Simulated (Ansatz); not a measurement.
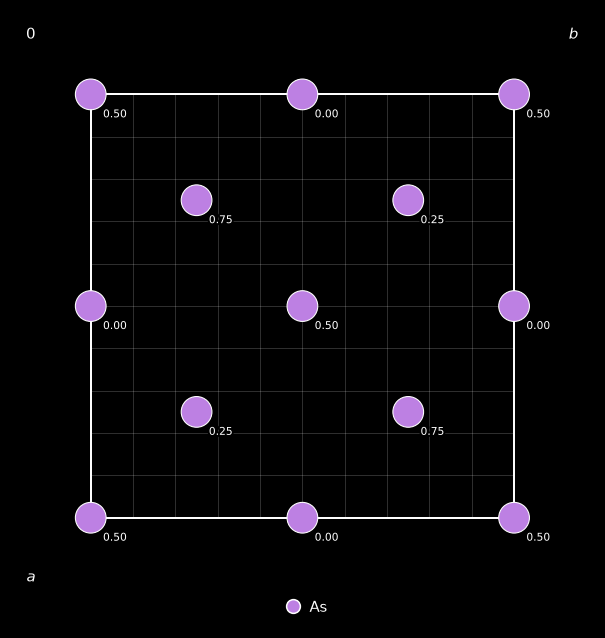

Plan of a unit cell projected along c (a down the page, b across); the numbers are heights as fractions of c, and atoms on the cell's edges are repeated. The grid marks tenths of a and b. Source: the geometry relaxed with Ansatz 0.2.0, DFT PBEsol, scalar-relativistic, plane waves, PAW; the starting structure was generated, so it need not be a known form of this composition. The drawing is computed from the coordinates (standard cell, symmetry found to 0.002 Å).

a = 6.014 Å, b = 6.014 Å, c = 6.014 Å, α = 90.00°, β = 90.00°, γ = 90.00°.

**What does the cell contain?**

8 As: As, Z = 8.

**Which space group?**

Fd-3m (No. 227, origin choice 1), face-centred cubic.

**Give the independent sites, coordinates to two places.**

| atom | site | symmetry | x | y | z |
| --- | --- | --- | --- | --- | --- |
| As | 8b | -43m | 0.00 | 0.00 | 0.50 |
